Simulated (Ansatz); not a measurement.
## Electronic structure of Al2Cu in real space

The calculation's input:

```
crystal:
  lattice:
    - [4.0841721965, 0.0, 0.0]
    - [0.0, 4.0841721965, 2.8463947513]
    - [0.0, -4.0841721965, 2.8463947513]
  atoms:
    - { symbol: Al, position: [0.5, 0.7485522281, 0.7514477719] }
    - { symbol: Al, position: [0.5, 0.2485522281, 0.2514477719] }
    - { symbol: Al, position: [0.0, 0.5061211915, -0.0061211915] }
    - { symbol: Al, position: [0.0, 0.0061211915, 0.4938788085] }
    - { symbol: Cu, position: [0.0, -0.0019843271, 1.0019843271] }
    - { symbol: Cu, position: [0.0, 0.4980156729, 0.5019843271] }
basis:
  ecutwfc: 420
kpoints:
  mp_grid: { grid: [12, 10, 10] }
hamiltonian:
  xc: pbesol
scf:
  occupations: { method: gaussian, width: 0.15 }
output:
  forces: true
  stress: true
  eigenvalues: true
  write_density: true
  write_potential: true
  elf: true
  volumetric_format: npy
```

Run with:

```sh
ansatz run input.yaml --threads 2 --pin off --max-ram 5120MiB --backend cpu --events-out ev --progress --plain --runs-dir out
```

Space group Pmm2; a structure from a database of computed crystals, not necessarily the ambient phase; not relaxed (largest force 0.6 eV/Å); computed without spin polarisation.

These are results of DFT PBEsol, scalar-relativistic, plane waves, PAW (Ansatz), not measurements.

In a PAW calculation such maps are meaningful between the atoms, not at the nuclei.

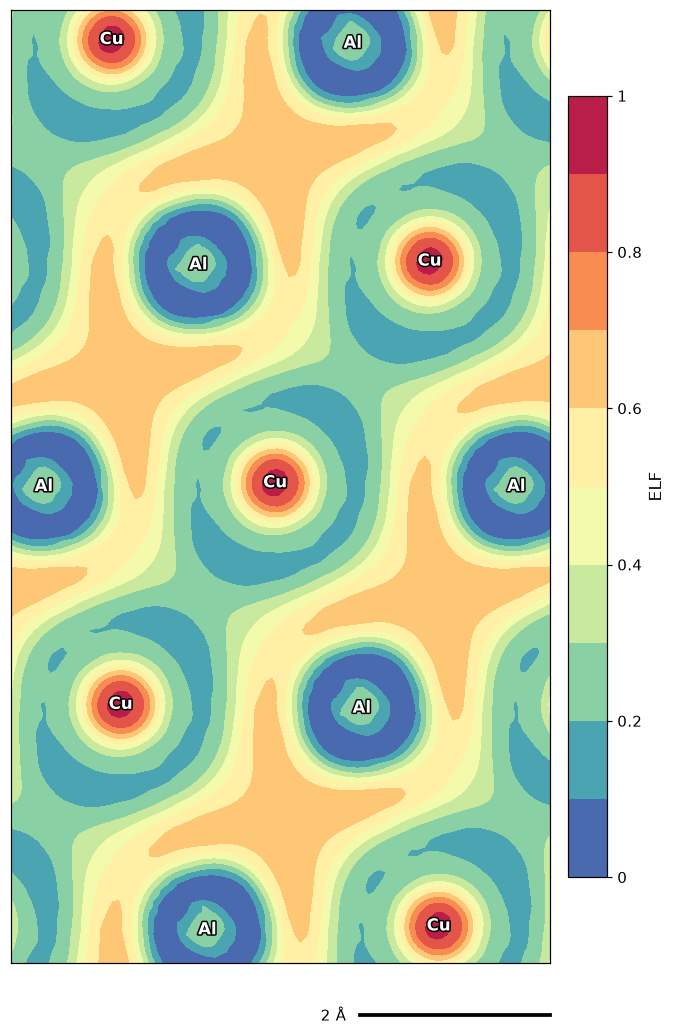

Figure 1. ELF on the (100) plane of the calculation cell.

Question: What do the fields say about this system?

Answer: Atoms in the plane: Al and Cu. Al–Cu (2.44 Å): the ELF peaks at about 0.65 between the atoms. Al–Cu (2.54 Å): the ELF peaks at about 0.65 between the atoms. The features right at Cu lie inside the PAW spheres, where the map follows smoothed inner orbitals and isn't to be read closely.

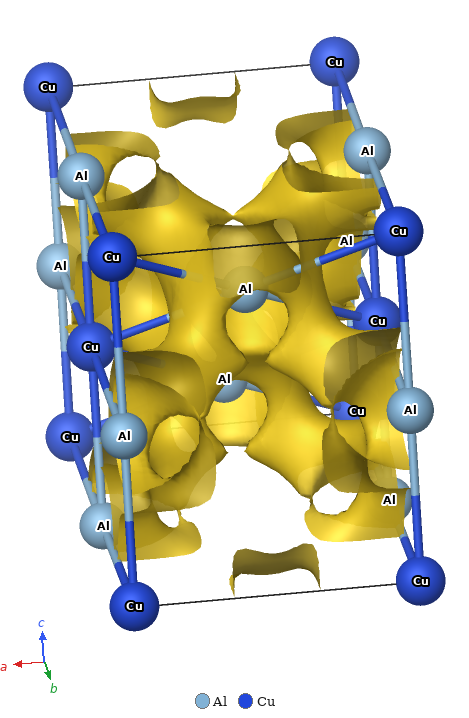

Figure 2. Isosurface of the ELF at 0.55 (yellow), seen at an oblique angle. Only the valence region is drawn (cores and ρ < 0.01 e/Å³ removed). Sticks mark near contacts.

Question: Where are the electrons localised?

Answer: At this value the surface marks out one network that runs through the whole crystal, counted in one cell of 6 atoms. Any copies at cell faces, edges or corners count once. Profiles from the grid: Al–Cu (2.49 Å): the ELF peaks at about 0.65 between the atoms.

Question: Does the calculation make it a metal, or give it a gap?

Answer: It is metallic or semimetallic at this level of theory: no gap opens.
